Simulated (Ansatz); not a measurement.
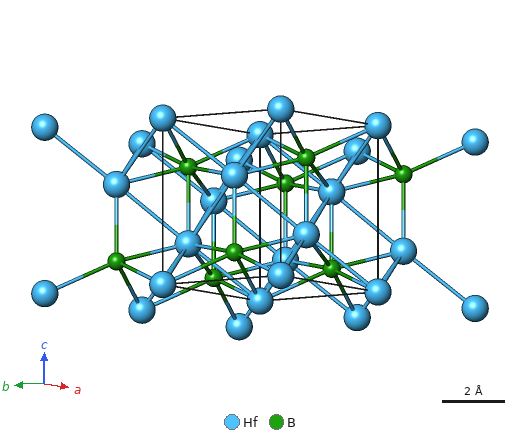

Starting structure of solid Hf₃B₂ (a generated structure, set up in P-3m1). A ball-and-stick model of the cell of the calculation, repeated 2 × 2 × 1 with one cell outlined, seen from a free direction.

Computed with Ansatz, DFT PBE, scalar-relativistic, plane waves, PAW.

The input:
```yaml
crystal:
  lattice:
    - [4.0674191006, 0.0, 0.0]
    - [-2.0337095503, 3.522488269, 0.0]
    - [0.0, 0.0, 5.4904585677]
  atoms:
    - { symbol: Hf, position: [0.6666666667, 0.3333333333, 0.3292330527] }
    - { symbol: Hf, position: [0.3333333333, 0.6666666667, 0.6707669473] }
    - { symbol: Hf, position: [0.0, 0.0, 0.0] }
    - { symbol: B, position: [0.6666666667, 0.3333333333, 0.7914613855] }
    - { symbol: B, position: [0.3333333333, 0.6666666667, 0.2085386145] }
basis:
  ecutwfc: 420
kpoints:
  mp_grid: { grid: [12, 12, 8] }
hamiltonian:
  xc: pbe
scf:
  occupations: { method: gaussian, width: 0.1 }
output:
  forces: true
  stress: true
  eigenvalues: true
  write_density: true
  write_potential: true
  elf: true
  volumetric_format: npy
relax:
  adjacent_minimum: "off"
  f_tol: 0.01
  max_steps: 80
  cell: { stress_tol: 0.05 }
```

Command:
```bash
ansatz run input.yaml --threads 1 --pin off --max-ram 2560MiB --backend cpu --events-out ev --progress --plain --runs-dir out
```

What does the optimiser find from here?

The largest moves relative to the cell, 0.21 Å, are those of B4 and B5. B4 goes along +c. Largest moves by element: B 0.21 Å, Hf 0.03 Å. The volume changes by +3.7 %, with a = b 4.067 → 3.458 Å (−15.0 %), c 5.490 → 7.877 Å (+43.5 %). Among the contacts that change: Hf1–B4 2.538 → 3.815 Å, Hf1–B4 (another image) 2.953 → 4.063 Å, Hf1–Hf1 4.067 → 3.458 Å, Hf1–Hf3 2.963 → 3.300 Å. Bonds break: Hf1–B4 (2.54 → 3.81 Å), Hf2–B5 (2.54 → 3.81 Å). Among the angles between lasting bonds that change: Hf2–B4–Hf2 112.9° → 96.0°, Hf2–B4–Hf3 71.7° → 87.2°, Hf3–B4–Hf3 102.2° → 89.4°. The space group stays P-3m1 (No. 164). After 17 accepted moves (22 points after the start) the energy has fallen by 1.098 eV per cell of the calculation. Largest force component: 0.014 eV/Å at the start, 0.00051 eV/Å at the end. Pressure: 0.02 GPa at the start and 0.00 GPa at the end. The line search rejected the trial steps at points 9, 17 of the run. At 3 points the geometry stayed and the basis and grid were re-selected for the new cell (energy shift of 0.177 eV per cell of the calculation at most each time). The run took 16 min on 1 thread of Arm Neoverse V1, on a shared host, peak memory 0.65 GiB.

The structure at the end:

```
Hf B
1.0
     3.45825    0.00000    0.00000
    -1.72913    2.99493    0.00000
     0.00000    0.00000    7.87724
Hf B
3 2
Direct
  0.66667 0.33333 0.33359
  0.33333 0.66667 0.66641
  0.00000 0.00000 0.00000
  0.66667 0.33333 0.81786
  0.33333 0.66667 0.18214
```

After the run, drawn alike:

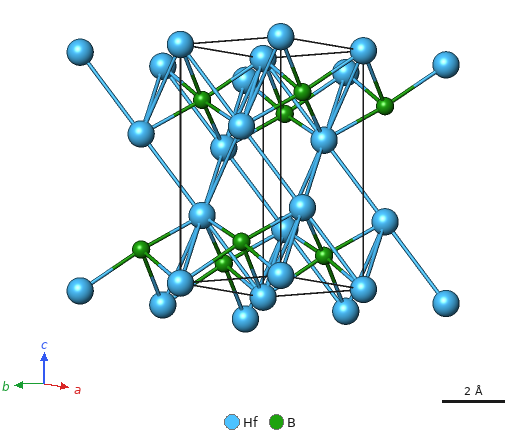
